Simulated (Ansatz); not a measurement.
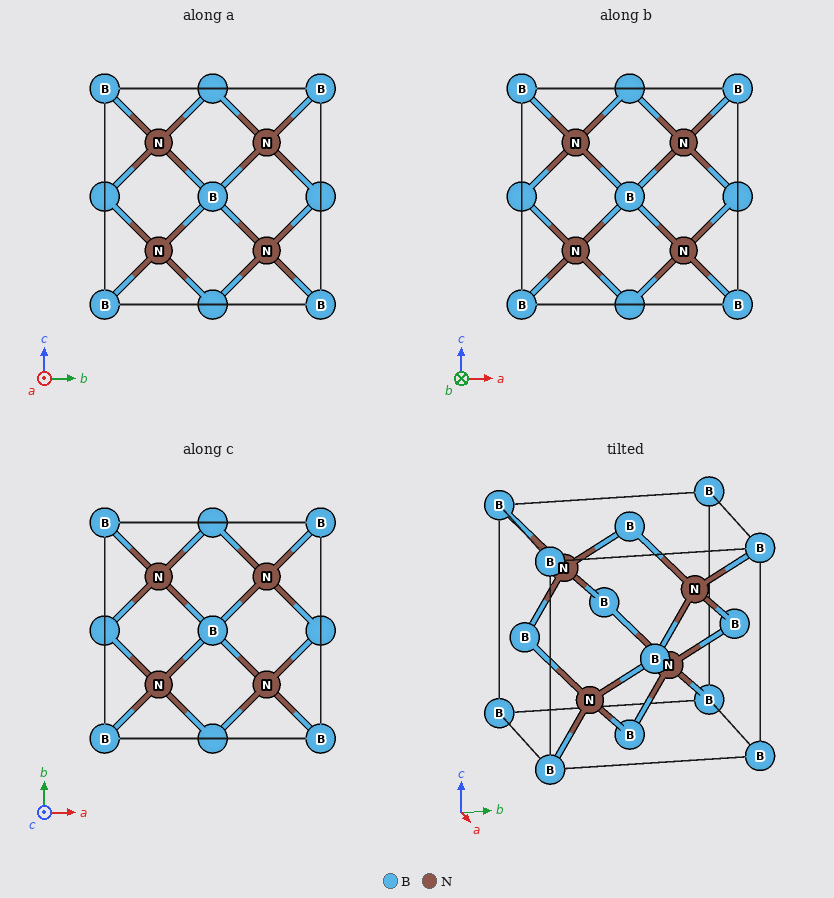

Shown here is a ball-and-stick view of the crystal, taken along the a axis, along the b axis, along the c axis and slightly off an axis. The frame is the conventional unit cell; atoms at its boundary are shown with their periodic copies.

Lattice parameters: a = 3.5414 Å, b = 3.5414 Å, c = 3.5414 Å, α = 90.000°, β = 90.000°, γ = 90.000°.

**Transcribe the picture into a CIF in P1 with every atom of the cell.**

```cif
data_structure
_symmetry_space_group_name_H-M 'P 1'
_symmetry_Int_Tables_number 1
_cell_length_a 3.5414
_cell_length_b 3.5414
_cell_length_c 3.5414
_cell_angle_alpha 90.000
_cell_angle_beta 90.000
_cell_angle_gamma 90.000
_cell_volume 44.42
loop_
_atom_site_label
_atom_site_type_symbol
_atom_site_fract_x
_atom_site_fract_y
_atom_site_fract_z
_atom_site_occupancy
B1 B 0.0000 0.0000 0.0000 1
N1 N 0.2500 0.2500 0.7500 1
B2 B 0.0000 0.5000 0.5000 1
N2 N 0.2500 0.7500 0.2500 1
B3 B 0.5000 0.0000 0.5000 1
N3 N 0.7500 0.2500 0.2500 1
B4 B 0.5000 0.5000 0.0000 1
N4 N 0.7500 0.7500 0.7500 1
```

Starting structure: a structure type filled with these elements by a generator (whether the compound takes this form wasn't checked). The cell was then strained or its atoms displaced on purpose. Ansatz was used for an electronic-structure calculation on it.

At this level of theory the cell isn't at rest (compressed, at 29 GPa), so its distances can differ from those at equilibrium, the more so the softer the solid.
